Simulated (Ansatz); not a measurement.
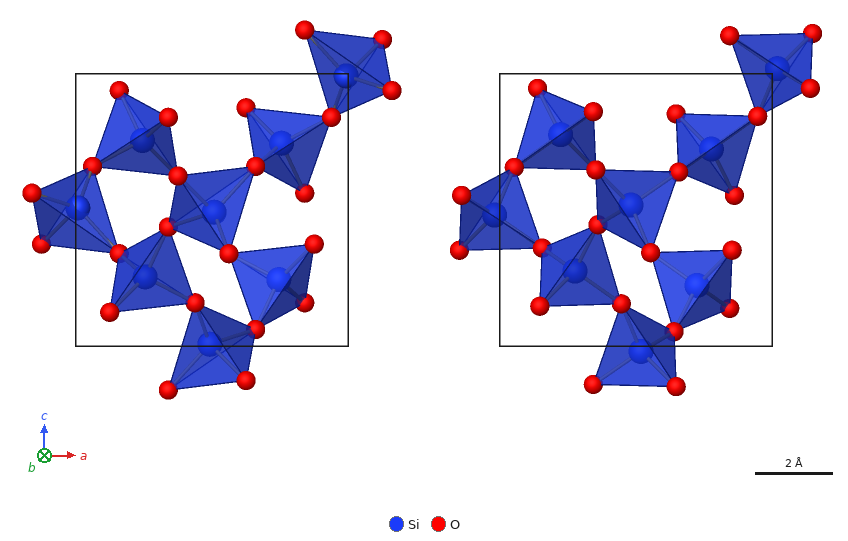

Two geometries of a crystal of SiO₂ (set up in P2_13), drawn at one scale. One is the start of a relaxation, the other its converged end. The picture is a polyhedral view of the cell of the calculation, seen along the b axis.

All numbers below come from Ansatz, DFT LDA, scalar-relativistic, plane waves, PAW. Set-up: plane-wave cutoff 420 eV; k-point mesh 4 × 4 × 4; occupations gaussian; smearing width 0.02 eV; no spin polarisation; atoms relaxed in a fixed cell; force threshold 0.01 eV/Å; at most 40 steps.

**Which one is relaxed?**

The right one is the relaxed one. Case: the database's cell, atoms relaxed. The energy falls by 229 meV per atom in 4 accepted moves (5 points after the start). Largest force component: 2.4 eV/Å at the start, 0.00049 eV/Å at the end. The line search rejected the trial step at point 4 of the run. The largest moves, 0.33 Å, are those of Si atoms. By element the largest moves are Si 0.33 Å, O 0.28 Å. The lattice vectors keep their values. Near-neighbour distances that change, for instance: O–Si 1.668 → 1.607 Å, O–Si 1.649 → 1.598 Å, O–Si 1.612 → 1.600 Å, O–Si 1.597 → 1.606 Å. Among the angles between lasting bonds that change: O–Si–O 95.4° → 108.9°, Si–O–Si 138.0° → 149.6°, O–Si–O 119.1° → 110.0°. The space group stays P2_13 (No. 198).
